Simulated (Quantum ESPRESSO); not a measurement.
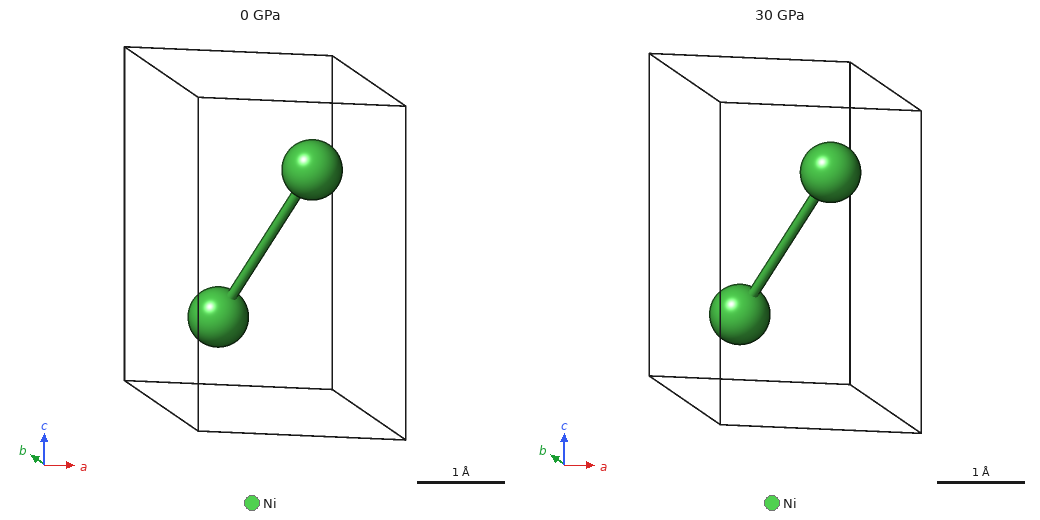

Ni, hexagonal close-packed (Mg type), space group P6₃/mmc (No. 194), relaxed (cell and atoms) under a series of hydrostatic pressures; the conventional cell is drawn at the lowest and the highest, to one scale (sticks follow a distance rule). The start was a structure listed in the Materials Project. This isn't the form of Ni at room conditions, which is fcc.

Alike in all runs: Quantum ESPRESSO 7.5; functional PBEsol; potentials GBRV 1.5 PBEsol; cutoff 707 eV; k mesh 10 × 10 × 6 on the run's cell of 2 atoms; occupations fermi-dirac, width 0.05 eV; collinear spin, ferromagnetic start; no spin-orbit coupling.

```tsv
pressure (GPa)	volume (Å³/atom)	a (Å)	c (Å)	moment (μB/atom)
0.0	10.418	2.449	4.012	0.68
2.0	?	?	?	?
5.0	10.204	2.432	3.984	0.67
10.0	10.013	2.417	3.959	0.67
20.1	9.683	2.390	3.914	0.67
30.0	9.406	2.367	3.876	0.66
```

Q: Fit a third-order Birch-Murnaghan equation to the rows given and use it to fill in the volume that is left out.

A: The fit gives V0 = 10.42 Å³/atom, B0 = 230 GPa and B0′ = 4.8, which puts the volume at 2.0 GPa at 10.33 Å³/atom. The run gave volume 10.329 Å³/atom; a 2.442 Å; c 4.001 Å; moment 0.68 μB/atom.

Q: Which axis yields most up to 30 GPa?

A: The axes shrink nearly alike: a −3.3 %, c −3.4 %, against −9.7 % in volume.

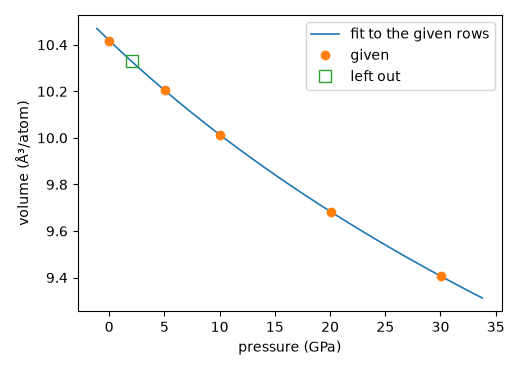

Volume against pressure, with the fit. The structure was kept in its own symmetry, so a change to another phase within this range wouldn't be seen.
